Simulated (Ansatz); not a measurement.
System: Si₁₁W₈.

The calculation's input:

```
crystal:
  lattice:
    - [0.39703, -5.784282, 0.479519]
    - [5.747453, -0.396011, 1.006117]
    - [1.232228, -0.583996, 8.636858]
  atoms:
    - { symbol: Si, position: [0.229101864, 0.2804733719, 0.7847806541] }
    - { symbol: Si, position: [0.1321560687, 0.7975384929, 0.8919874935] }
    - { symbol: Si, position: [0.47836668, 0.9171311178, 0.3337483601] }
    - { symbol: Si, position: [0.1549075756, 0.6648283468, 0.3692129977] }
    - { symbol: Si, position: [0.8900528005, 0.5761561104, 0.772989575] }
    - { symbol: Si, position: [0.9148167249, 0.0081712725, 0.2195776435] }
    - { symbol: Si, position: [0.2815543364, 0.300454213, 0.2192644678] }
    - { symbol: Si, position: [0.6527766806, 0.4060957884, 0.6409337647] }
    - { symbol: Si, position: [0.5620208211, 0.9528027414, 0.7619933806] }
    - { symbol: Si, position: [0.5638029937, 0.5851067822, 0.1964959765] }
    - { symbol: Si, position: [0.9972662274, 0.0773562655, 0.6390893047] }
    - { symbol: W, position: [0.3377787934, 0.9976038423, 0.0530972908] }
    - { symbol: W, position: [0.8753418516, 0.3583319452, 0.37580725] }
    - { symbol: W, position: [0.4770230692, 0.4955229872, 0.9406253688] }
    - { symbol: W, position: [0.7835460175, 0.8364681492, 0.5099220882] }
    - { symbol: W, position: [0.8212698619, 0.1143952107, 0.9290759674] }
    - { symbol: W, position: [0.3835692496, 0.2418697438, 0.4984073958] }
    - { symbol: W, position: [0.9453420689, 0.4390104004, 0.0604876277] }
    - { symbol: W, position: [0.2888100714, 0.7112056673, 0.6202082673] }
basis:
  ecutwfc: 420
kpoints:
  mp_grid: { grid: [5, 5, 4] }
hamiltonian:
  xc: pbesol
scf:
  occupations: { method: gaussian, width: 0.1 }
  n_extra_bands: 9
output:
  forces: true
  stress: true
  eigenvalues: true
  populations: true
  dos:
    method: { smearing: { sigma: 0.1, scheme: gaussian } }
    projected: true
    de: 0.02
  write_density: true
  write_potential: true
  elf: true
  volumetric_format: npy
```

Run with:

```sh
ansatz run input.yaml --threads 4 --pin off --max-ram 9216MiB --backend cpu --events-out ev --progress --plain --runs-dir out
```

Below, planes, directions and counts refer to the conventional cell (a = 5.82 Å, b = 5.85 Å, c = 8.74 Å, α = 71.76°, β = 80.94°, γ = 81.46°).

Space group P1; a generated structure, not necessarily the stable one.

All numbers below come from DFT PBEsol, scalar-relativistic, plane waves, PAW in Ansatz 0.2.0.

Q: What will maps of the valence pseudo-density and electron localisation function show?

A: Si–Si (2.45 Å): the density is about 0.42 e/Å³ at the midpoint; the ELF peaks at about 0.75 between the atoms.
Si–W (2.51 Å): ρ at the midpoint is about 0.51 e/Å³; the ELF peaks at about 0.75 in the valence shell of Si, 0.9 Å from its nucleus, and is about 0.50 at the midpoint.

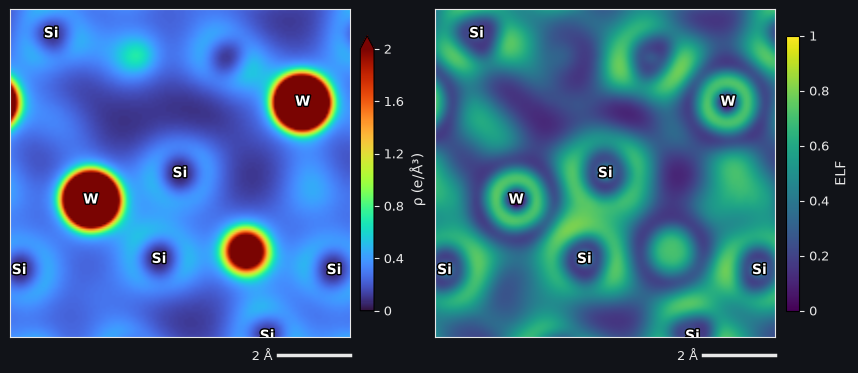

Computed valence pseudo-density and electron localisation function on the (11̄0) plane of the conventional cell, in this order. Atoms just off the plane (Si, 0.3 Å away and W, 0.6 Å away) can leave unmarked features too.

In a PAW calculation such maps are meaningful between the atoms, not at the nuclei.
